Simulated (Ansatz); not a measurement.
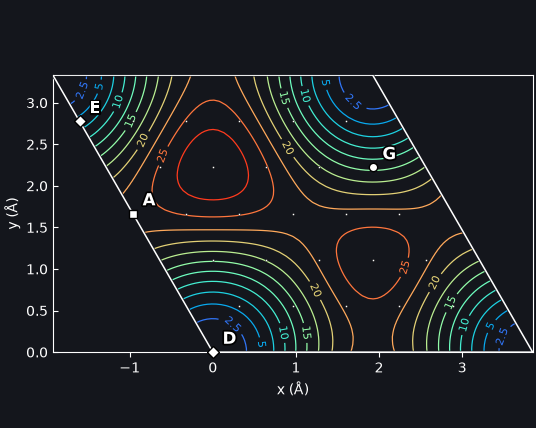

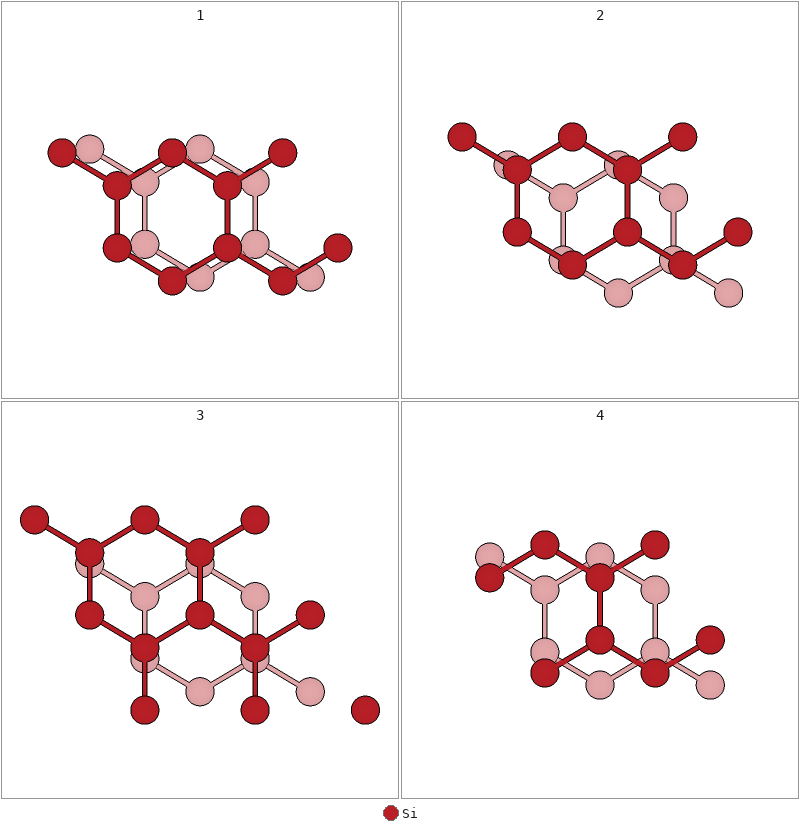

A bilayer of two Si sheets of the honeycomb type (4 atoms in the cell). The upper layer of a bilayer is slid over the lower one; relaxed at each slide: nothing; the origin of the map has Si4 above Si1; the distance between the facing planes is held at 4.40 Å. Places are given modulo a cell vector. The map is drawn in real space over the plane of the slide. The scan uses a 6 × 6 grid; 10 points were computed and 26 follow by symmetry. Energies are in mJ/m², from the lowest grid point. At a held distance the lowest stacking need not be the one that binds best once the distance relaxes. Level of theory: DFT PBE+D3(BJ), scalar-relativistic, plane waves, PAW (Ansatz 0.2.0). Settings: cutoff 420 eV, k-mesh 9×9×1, gaussian smearing 0.1 eV, no spin polarisation.

The picture shows contour lines labelled in mJ/m², dots at the grid points, the outline of one cell of the plane, lettered points. Between grid points the surface is interpolated. The numbered pictures are the structures at these points, in random order. They are seen from 5° off the normal. The lower layer is drawn fainter.

> Which structure belongs to which point?

A is structure 1: (0/6, 3/6) of the cell vectors, 23.6 mJ/m²; D is structure 3: (0/6, 0/6) of the cell vectors, 0.0 mJ/m²; E is structure 2: (0/6, 5/6) of the cell vectors, 5.9 mJ/m²; G is structure 4: (5/6, 4/6) of the cell vectors, 14.3 mJ/m².

PAW datasets: the set soft_1.
